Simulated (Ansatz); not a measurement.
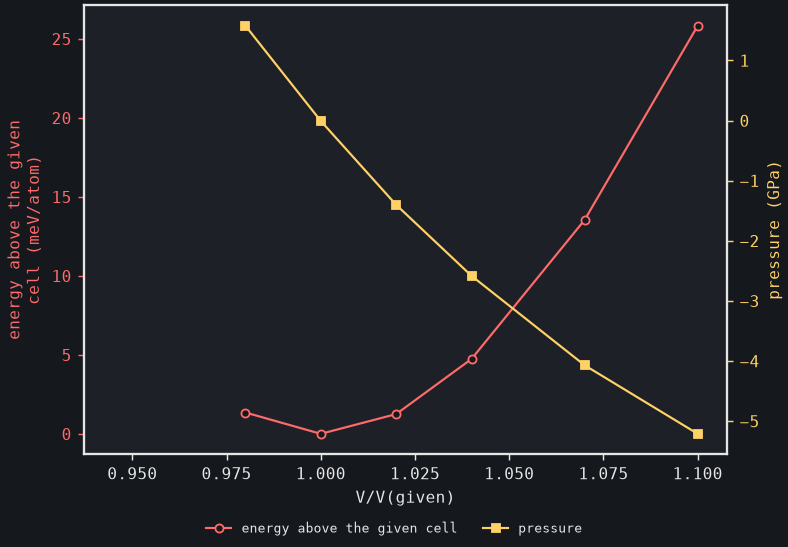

Plotted: energy above the given cell and pressure against V/V(given) for ZrC, space group P4/nmm (No. 129) (cell built by us, not taken from a database).

Cell as given: a = 4.243 Å, b = 4.243 Å, c = 3.112 Å, α = 90.00°, β = 90.00°, γ = 90.00°; 4 atoms.

Method: plane-wave density functional theory, PAW datasets, Gaussian smearing 0.05 eV: equation of state, the given cell scaled in volume with shape and atoms relaxed at each volume; third-order Birch-Murnaghan fit (Ansatz 0.2.0). Level: PBE, no spin polarisation.

- PAW set: soft_2
- wave cutoff: 420 eV
- k mesh: 8×8×12

V(given) is 14.01 Å³/atom.

The points at V/V(given) 0.945 and 0.960 are left out of the plot. What values does the calculation give there?

```json
{"V/V(given)": "0.945", "energy above the given cell (meV/atom)": "11.15", "pressure (GPa)": "5.0"}
{"V/V(given)": "0.960", "energy above the given cell (meV/atom)": "5.69", "pressure (GPa)": "3.4"}
```
